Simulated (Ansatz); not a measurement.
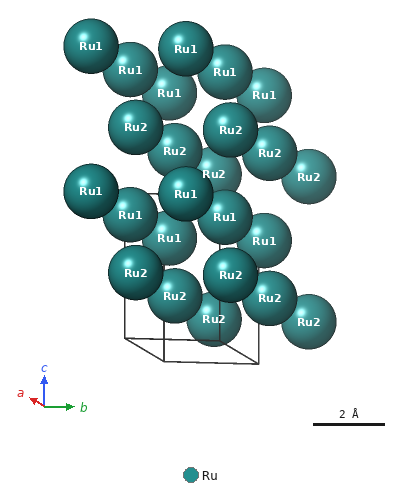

The structure as given in the input (spheres-only view of the cell of the calculation, repeated 3 × 2 × 2, seen at an oblique angle; atoms are numbered from 1 in the order of the input).

# Mending a band-structure run on Ru

System: Ru (2 atoms in the cell).
Method of the first run: Kohn-Sham DFT of a periodic cell, r2SCANh, Ansatz PAW (Ansatz 0.2.0).

The structure derives from an entry of the Crystallography Open Database. The run did not end well. Text and figures count atoms from 1; the logs count them from 0 in places.

### The input, the first run
```yaml
crystal:
  lattice:
    - [2.7058, 0.0, 0.0]
    - [-1.3529, 2.3432915376, 0.0]
    - [0.0, 0.0, 4.2819]
  atoms:
    - { symbol: Ru, position: [0.6666666667, 0.3333333333, 0.75] }
    - { symbol: Ru, position: [0.3333333333, 0.6666666667, 0.25] }
hamiltonian:
  xc: r2scanh
  pseudopotentials: { kind: paw }
kpoints:
  mp_grid: { grid: [6, 6, 4] }
  band_path:
    path:
      - [[0.0, 0.0, 0.0], [0.5, 0.0, 0.0], [0.3333333333, 0.3333333333, 0.0], [0.0, 0.0, 0.0], [0.0, 0.0, 0.5], [0.5, 0.0, 0.5], [0.3333333333, 0.3333333333, 0.5], [0.0, 0.0, 0.5]]
      - [[0.5, 0.0, 0.5], [0.5, 0.0, 0.0]]
      - [[0.3333333333, 0.3333333333, 0.0], [0.3333333333, 0.3333333333, 0.5]]
    npoints: 4
scf:
  occupations: { method: fermi_dirac, width: 0.05 }
  n_extra_bands: 6
output:
  forces: true
  stress: true
  eigenvalues: true
  fatbands: false
```

Command:
```bash
ansatz run input.yaml --threads 2 --pin off --max-ram 5632MiB --backend cpu --events-out ev --progress --plain --runs-dir out
```

Hardware: 2 threads of Intel Xeon @ 2.50GHz (Skylake/Cascade Lake), 189 GiB of memory available, shared host.

### Output, shortened to warnings, some set-up lines, iterations and results (the first run)
```
Warning: output.stress: scf.convergence.dr2_threshold = 1e-7 eV (the SCF's general default) is looser than the 2e-10 eV advised for a printed stress (1e-10 eV for each atom of the cell: 2). What an SCF threshold leaves in a stress goes as its square root, and in the free energy as the threshold itself, and one threshold admits the most on a small cell: of the crystals measured, under no hybrid …
Warning: output.stress: scf.exx.energy_threshold = 1e-6 eV is looser than the 2e-8 eV advised for a stress under a hybrid functional (1e-8 eV for each atom of the cell: 2). Every SCF of the exchange loop can meet its threshold on dr2 while the loop round them stops early: no threshold on dr2 bounds what that leaves in the stress. Set scf.exx.energy_threshold to 2e-8 eV or tighter. The threshold …
Error: the pass "band path" is not served: it follows an SCF under a hybrid functional, so it would have to apply that functional's exchange operator directly, as a sum over orbital pairs, which on k-points of its own, be they those of the SCF's mesh, such a pass takes under an unscreened kernel only where the SCF fills whole bands under a gap, and this one does not: choose a screened hybrid …
Basis set: ecut = 500 eV, 687 PW (Γ), exchange–correlation on 80×80×128 points (64 copies of the dense FFT grid, shifted against one another)
Symmetry: 24 space group operations
k-points: 21 of 144
Initial density: superposition of atomic densities (neutral atoms: chi_scale 0, normalization atom), corrected by the library's trained network
[...]
SCF iter   1: F=—  HF=-11781.320967 eV  |F-HF|=—  |Δ(HF+E_count)|=         —  Δρ=1.15e-2  dr2=1.09e-2  dr2_τ=1.46e-2  ethr=1.77e-3  ⟨swp⟩=6.9  Hψ=1805  notcnv=0
SCF iter   2: F=—  HF=-11781.342851 eV  |F-HF|=—  |Δ(HF+E_count)|=   2.19e-2  Δρ=6.50e-3  dr2=2.86e-3  dr2_τ=1.88e-4  ethr=3.40e-5  ⟨swp⟩=3.0  Hψ=1115  notcnv=0
SCF iter   3: F=—  HF=-11781.345884 eV  |F-HF|=—  |Δ(HF+E_count)|=   3.03e-3  Δρ=1.06e-3  dr2=1.89e-4  dr2_τ=3.13e-5  ethr=6.13e-7  ⟨swp⟩=2.0  Hψ=1871  notcnv=0
SCF iter   4: F=—  HF=-11781.345992 eV  |F-HF|=—  |Δ(HF+E_count)|=   1.08e-4  Δρ=2.86e-4  dr2=1.02e-5  dr2_τ=1.80e-6  ethr=5.89e-7  ⟨swp⟩=3.0  Hψ=1026  notcnv=0
SCF iter   5: F=—  HF=-11781.346022 eV  |F-HF|=—  |Δ(HF+E_count)|=   3.04e-5  Δρ=7.78e-5  dr2=5.27e-7  dr2_τ=2.71e-7  ethr=3.20e-8  ⟨swp⟩=3.0  Hψ=1122  notcnv=0
[... 70 lines ...]
SCF iter   6: F=—  HF=-11779.883362 eV  |F-HF|=—  |Δ(HF+E_count)|=   4.23e-8  Δρ=1.80e-5  dr2=2.96e-8  dr2_τ=2.74e-9  ethr=8.24e-12  ⟨swp⟩=3.0  Hψ=1081  notcnv=0  defer=1
SCF iter   7: F=—  HF=-11779.883362 eV  |F-HF|=—  |Δ(HF+E_count)|=   9.28e-9  Δρ=3.33e-7  dr2=1.46e-10  dr2_τ=3.70e-12  ethr=8.24e-12  ⟨swp⟩=3.0  Hψ=1168  notcnv=0
SCF iter   8: F=—  HF=-11779.883362 eV  |F-HF|=—  |Δ(HF+E_count)|=  6.29e-10  Δρ=3.50e-7  dr2=2.12e-11  dr2_τ=1.44e-12  ethr=1.00e-12  ⟨swp⟩=2.2  Hψ=818  notcnv=0
SCF iter   9: F=-11779.883362 eV  HF=-11779.883362 eV  |F-HF|=5.46e-12  |Δ(HF+E_count)|=  1.46e-11  Δρ=1.55e-7  dr2=9.05e-12  dr2_τ=5.88e-13  ethr=1.00e-12  ⟨swp⟩=2.0  Hψ=810 …
SCF 8 converged in 9 iterations: F = -11779.883362 eV  dr2 = 9.05e-12
  Residual-converged pass: ⟨swp⟩=4.0  Hψ=1329  notcnv=0  max |occ|·‖R‖ = 8.5e-9 eV (tolerance 1.0e-8 eV)  dr2=9.16e-12  dr2_τ=6.30e-13  dr2_onsite=1.69e-13  max |Δocc| = 1.9e-13
hybrid outer 2: dexx = +1.708e-5 eV, tail = 1.68e-8 eV, Δε = 1.05e-2 eV (about 4.43e-4 eV left of the loop's levels)
exact exchange: an outer loop of this run ended on a state whose frontier levels can be filled otherwise, and a further loop was made from that state with electrons moved between them. It converged no lower than the two loops' stops tell apart, in 21 SCF iterations, so its state is not used
hybrid SCF converged: 3 outer / 34 inner (+8 warm-up), last move |dexx| = 1.31e-10 eV, tail = 6.95e-10 eV
Stability not checked: this state was not tested for a lower state beside it, because the functional holds exact exchange (a hybrid, or Hartree-Fock), whose exchange loop this test does not read (fock_operator; see scf.lower_state_search)
Free energy (F): -11779.883362 eV
Frozen-core exchange: fock
Harris-Foulkes:  -11779.883362 eV  (|F-HF|=1.09e-11)
Internal energy: -11779.870075 eV  (E = F + TS)
E sigma→0 (E₀):  -11779.876719 eV
Entropy (-TS):   -0.013287 eV (-6.643 meV/atom)
Fermi energy:    23.525222 eV
--- Per-component energies (eV) ---
  E_band       = -168.490227
  E_kinetic    = 1027.793713
  E_local      = -2508.127510  (includes V_loc(G=0)·N_el)
  E_nonlocal   = 683.469300
  E_hartree    = 804.366305
  E_xc         = -335.386449
  E_vxc        = -483.218304  (∫ρ·V_xc dr)
  E_exx        = -48.836742  (= α·E_x^exact, valence–valence)
  E_paw        = -6939.771738  (= ΣΔE_a)
  E_vpaw       = -432.418216  (= ΣTr[D̂ρ^β])
  E_aug_tail   = 0.000201  (compensation charges beyond the density's cutoff)
  E_vtau       = 32.951476  (kinetic-family band-sum trace: ∫τ·v_τ [+ j·A + Jᵃ·Aᵃ] dr)
  E_ewald      = -4462.455271
  E_core_change = -0.921885  (= ΣΔE_core)
  E_smearing   = -0.013287  (= −TS)
  E_closure    = -0.000000  (closes the sum)
  Σ components = -11779.883362   (vs F -11779.883362, Δ=0.00e0)
--- Forces (eV/Å), atoms counted from 1 ---
  atom   1  Ru    -0.00000000     0.00000000    -0.00000000
  atom   2  Ru    -0.00000000    -0.00000000     0.00000000
  max |Σ_I F_I| component: 2.78e-17 eV/Å
--- Stress (GPa, compression-positive) ---
       -4.134406       0.000000      -0.000000
        0.000000      -4.134406      -0.000000
       -0.000000      -0.000000      -9.583524
  P = ⅓ Tr σ = -5.9508 GPa (-59.508 kbar)
[...]
```

Q: What went wrong, and how is the input to be mended?

A: The run ended with an error: “the pass "band path" is not served: it follows an SCF under a hybrid functional, so it would have to apply that functional's exchange operator directly, as a sum over orbital pairs, which on k-points of its own, be they those of the SCF's mesh, such a pass takes under an unscreened kernel only where the SCF fills …” The program warns: an analysis step after the SCF failed; the exchange loop's threshold is looser than advised for the stress; the SCF threshold is looser than advised for the printed stress.

A run of the same system that converges differs from this input as follows (lines with − go, lines with + come):
```diff
-  mp_grid: { grid: [6, 6, 4] }
-  band_path:
-    path:
-      - [[0.0, 0.0, 0.0], [0.5, 0.0, 0.0], [0.3333333333, 0.3333333333, 0.0], [0.0, 0.0, 0.0], [0.0, 0.0, 0.5], [0.5, 0.0, 0.5], [0.3333333333, 0.3333333333, 0.5], [0.0, 0.0, 0.5]]
-      - [[0.5, 0.0, 0.5], [0.5, 0.0, 0.0]]
-      - [[0.3333333333, 0.3333333333, 0.0], [0.3333333333, 0.3333333333, 0.5]]
-    npoints: 4
+  mp_grid: { grid: [6, 6, 3] }
-  n_extra_bands: 6
-  fatbands: false
```

### Output, shortened to warnings, some set-up lines, iterations and results (the second run)
```
Warning: output.stress: scf.convergence.dr2_threshold = 1e-7 eV (the SCF's general default) is looser than the 2e-10 eV advised for a printed stress (1e-10 eV for each atom of the cell: 2). What an SCF threshold leaves in a stress goes as its square root, and in the free energy as the threshold itself, and one threshold admits the most on a small cell: of the crystals measured, under no hybrid …
Warning: output.stress: scf.exx.energy_threshold = 1e-6 eV is looser than the 2e-8 eV advised for a stress under a hybrid functional (1e-8 eV for each atom of the cell: 2). Every SCF of the exchange loop can meet its threshold on dr2 while the loop round them stops early: no threshold on dr2 bounds what that leaves in the stress. Set scf.exx.energy_threshold to 2e-8 eV or tighter. The threshold …
Basis set: ecut = 500 eV, 687 PW (Γ), exchange–correlation on 80×80×128 points (64 copies of the dense FFT grid, shifted against one another)
Symmetry: 24 space group operations
k-points: 14 of 108
Initial density: superposition of atomic densities (neutral atoms: chi_scale 0, normalization atom), corrected by the library's trained network
[...]
SCF iter   1: F=—  HF=-11781.312311 eV  |F-HF|=—  |Δ(HF+E_count)|=         —  Δρ=1.35e-2  dr2=1.49e-2  dr2_τ=1.59e-2  ethr=1.77e-3  ⟨swp⟩=5.8  Hψ=1043  notcnv=0
SCF iter   2: F=—  HF=-11781.334520 eV  |F-HF|=—  |Δ(HF+E_count)|=   2.22e-2  Δρ=6.45e-3  dr2=2.48e-3  dr2_τ=3.25e-4  ethr=4.65e-5  ⟨swp⟩=3.1  Hψ=744  notcnv=0
SCF iter   3: F=—  HF=-11781.336765 eV  |F-HF|=—  |Δ(HF+E_count)|=   2.24e-3  Δρ=2.80e-3  dr2=4.39e-4  dr2_τ=6.58e-5  ethr=7.76e-6  ⟨swp⟩=3.0  Hψ=561  notcnv=0
SCF iter   4: F=—  HF=-11781.337414 eV  |F-HF|=—  |Δ(HF+E_count)|=   6.49e-4  Δρ=2.12e-4  dr2=3.90e-6  dr2_τ=1.13e-6  ethr=1.07e-8  ⟨swp⟩=3.1  Hψ=1344  notcnv=0
SCF iter   5: F=—  HF=-11781.337420 eV  |F-HF|=—  |Δ(HF+E_count)|=   6.12e-6  Δρ=5.95e-5  dr2=3.38e-7  dr2_τ=2.84e-8  ethr=1.07e-8  ⟨swp⟩=3.0  Hψ=614  notcnv=0
[... 7 lines ...]
SCF iter   5: F=-11779.893611 eV  HF=-11779.893611 eV  |F-HF|=2.23e-8  |Δ(HF+E_count)|=   9.12e-8  Δρ=3.67e-5  dr2=1.12e-7  dr2_τ=3.12e-8  ethr=1.42e-8  ⟨swp⟩=3.0  Hψ=626  …
SCF 2 stopped early in 5 iterations: F = -11779.893611 eV  dr2 = 1.12e-7
SCF iter   1: F=—  HF=-11779.893631 eV  |F-HF|=—  |Δ(HF+E_count)|=         —  Δρ=2.39e-5  dr2=3.91e-8  dr2_τ=5.44e-8  ethr=1.59e-8  ⟨swp⟩=3.9  Hψ=741  notcnv=0
SCF iter   2: F=-11779.893631 eV  HF=-11779.893631 eV  |F-HF|=1.29e-10  |Δ(HF+E_count)|=   8.12e-9  Δρ=1.14e-5  dr2=7.05e-9  dr2_τ=3.08e-9  ethr=1.18e-10  ⟨swp⟩=3.1  Hψ=610  …
SCF 3 converged in 2 iterations: F = -11779.893631 eV  dr2 = 7.05e-9
  Residual-converged pass: ⟨swp⟩=3.1  Hψ=661  notcnv=0  max |occ|·‖R‖ = 2.4e-6 eV (tolerance 2.4e-6 eV)  dr2=7.09e-9  dr2_τ=3.13e-9  dr2_onsite=1.21e-9  max |Δocc| = 3.2e-12
hybrid outer 2: dexx = +1.202e-8 eV, tail = 2.28e-8 eV, Δε = 5.45e-4 eV (about 9.14e-5 eV left of the loop's levels)
hybrid SCF converged: 2 outer / 7 inner (+7 warm-up), last move |dexx| = 1.20e-8 eV, tail = 2.28e-8 eV
Stability not checked: this state was not tested for a lower state beside it, because the functional holds exact exchange (a hybrid, or Hartree-Fock), whose exchange loop this test does not read (fock_operator; see scf.lower_state_search)
Free energy (F): -11779.893631 eV
Frozen-core exchange: fock
Harris-Foulkes:  -11779.893631 eV  (|F-HF|=1.29e-10)
Internal energy: -11779.890585 eV  (E = F + TS)
E sigma→0 (E₀):  -11779.892108 eV
Entropy (-TS):   -0.003046 eV (-1.523 meV/atom)
Fermi energy:    23.262954 eV
--- Per-component energies (eV) ---
  E_band       = -168.896448
  E_kinetic    = 1027.568300
  E_local      = -2507.406538  (includes V_loc(G=0)·N_el)
  E_nonlocal   = 683.306969
  E_hartree    = 803.929562
  E_xc         = -335.372446
  E_vxc        = -483.187384  (∫ρ·V_xc dr)
  E_exx        = -48.845519  (= α·E_x^exact, valence–valence)
  E_paw        = -6939.693958  (= ΣΔE_a)
  E_vpaw       = -432.287818  (= ΣTr[D̂ρ^β])
  E_aug_tail   = 0.000201  (compensation charges beyond the density's cutoff)
  E_vtau       = 32.942068  (kinetic-family band-sum trace: ∫τ·v_τ [+ j·A + Jᵃ·Aᵃ] dr)
  E_ewald      = -4462.455271
  E_core_change = -0.921885  (= ΣΔE_core)
  E_smearing   = -0.003046  (= −TS)
  E_closure    = 0.000000  (closes the sum)
  Σ components = -11779.893631   (vs F -11779.893631, Δ=-1.82e-12)
--- Forces (eV/Å), atoms counted from 1 ---
  atom   1  Ru     0.00000000     0.00000000    -0.00000000
  atom   2  Ru     0.00000000    -0.00000000     0.00000000
  max |Σ_I F_I| component: 0.00e0 eV/Å
--- Stress (GPa, compression-positive) ---
       -3.270714      -0.000000      -0.000000
       -0.000000      -3.270714      -0.000000
       -0.000000      -0.000000     -11.523086
  P = ⅓ Tr σ = -6.0215 GPa (-60.215 kbar)
```

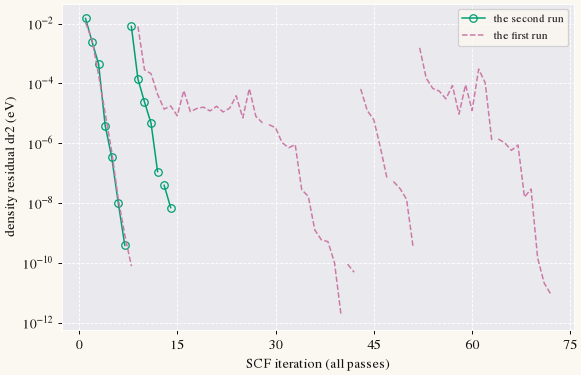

Convergence of the two runs: density residual dr2 against the SCF iteration. A break in a curve parts two SCF passes. The second run takes 14 iterations in all, and the first run stops after 72.

### The two runs side by side

```csv
quantity,the first run,the second run
outcome,error,converged
free energy per atom (eV),–,−5889.9468
gap on the mesh (eV),–,0.00
pressure (GPa),–,−6.02
volume per atom (Å³),–,13.57
largest force (eV/Å),–,0.000
SCF iterations,–,14
irreducible k-points,–,14
plane waves at Γ,–,687
wall time (shared host),1.8 min,24 s
```

Notes on the second run: Warnings of the run: the exchange loop's threshold is looser than advised for the stress; the SCF threshold is looser than advised for the printed stress. The k-point mesh is coarse for a cell of this size, so the results may not be converged.
